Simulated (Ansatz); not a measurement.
System: Hf₅H (slab).

Input file:

```
crystal:
  lattice:
    - [4.9564149667, 0.0, 0.0]
    - [-2.4782074834, 4.2923812729, 0.0]
    - [0.0, 0.0, 21.1328376004]
  atoms:
    - { symbol: Hf, position: [0.6666666667, 0.3333333333, 0.1892788879] }
    - { symbol: Hf, position: [0.3333333333, 0.6666666667, 0.2371533849] }
    - { symbol: Hf, position: [0.0, 0.0, 0.276338388] }
    - { symbol: Hf, position: [0.6666666667, 0.3333333333, 0.3164267596] }
    - { symbol: Hf, position: [0.3333333333, 0.6666666667, 0.3706476976] }
    - { symbol: H, position: [0.7777777778, 0.7777777778, 0.4889470026] }
basis:
  ecutwfc: 420
kpoints:
  mp_grid: { grid: [6, 6, 1] }
hamiltonian:
  xc: pbe
  dispersion: d3bj
scf:
  occupations: { method: gaussian, width: 0.1 }
output:
  forces: true
  eigenvalues: true
  write_density: true
  write_potential: true
  elf: true
  volumetric_format: npy
efield:
  axis: 3
  dipole_correction: true
  ramp_width: 0.04
```

Launched as:

```sh
ansatz run input.yaml --threads 1 --pin off --max-ram 3072MiB --backend cpu --events-out ev --progress --plain --runs-dir out
```

Not relaxed (largest force 1.3 eV/Å); computed without spin polarisation.

Method: DFT PBE+D3(BJ), scalar-relativistic, plane waves, PAW (Ansatz 0.2.0).

Question: What can the converged valence pseudo-density and electron localisation function tell about the bonding?

Answer: Hf–Hf (2.69 Å): the density is about 0.34 e/Å³ at the midpoint; the ELF is about 0.15 at the midpoint (no localised pair shows between them).
Hf–Hf (2.82 Å): ρ is about 0.29 e/Å³ halfway; the ELF is about 0.20 at the midpoint (no shared electron pair shows on this line).
Hf–Hf (2.98 Å): ρ is about 0.22 e/Å³ halfway; the ELF is about 0.20 at the midpoint: no shared electron pair shows on this line.
Hf–Hf (3.04 Å): ρ is about 0.22 e/Å³ halfway; the ELF is about 0.25 at the midpoint; no shared electron pair shows on this line.

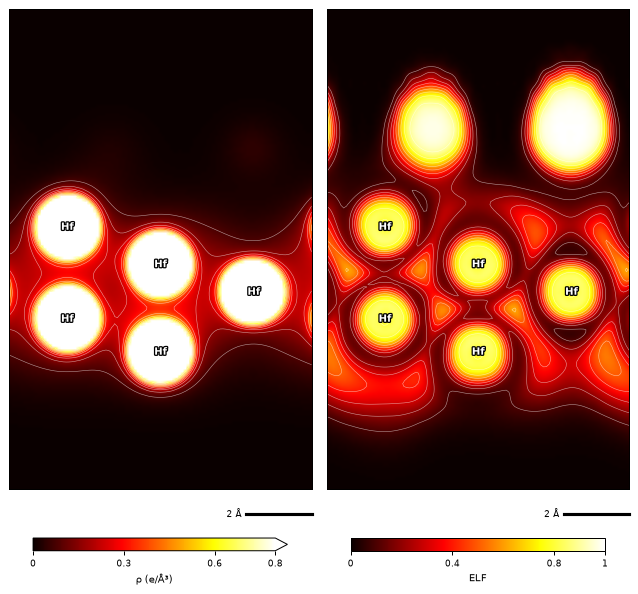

Computed valence pseudo-density and electron localisation function on the (110) plane of the calculation cell, a cut from vacuum to vacuum, in this order. 

Core electrons are frozen (PAW), and the valence fields are smoothed inside the atomic spheres.
